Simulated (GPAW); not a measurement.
System: BaTiO₃ (space group Pm-3m).

Calculation (GPAW 26.7.0): PAW DFT in plane waves, on a grid or in atomic orbitals, no spin polarisation; energies at scaled volumes of the given cell, shape and fractions fixed, counted from the fit's minimum, third-order Birch-Murnaghan fit. All runs: no spin polarisation.

- k mesh: 7×7×7
- occupations: Fermi–Dirac
- smearing width: 0.05 eV
- potentials: GPAW PAW data sets (gpaw data 1.2.1)
- wave cutoff: 800 eV

What does the calculation give for the energy against volume, with one curve for each functional? The cases: PBE; LDA.

The fitted equilibrium volumes, smallest first, are LDA 12.305, PBE 13.103 Å³/atom. The fitted bulk moduli, smallest first, are PBE 161.9, LDA 194.4 GPa.

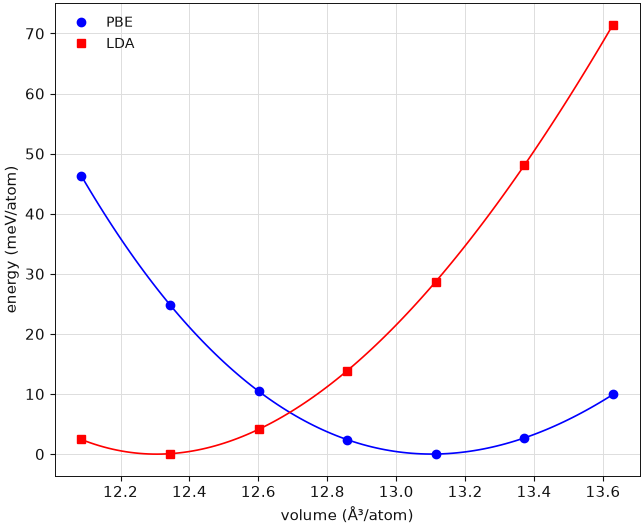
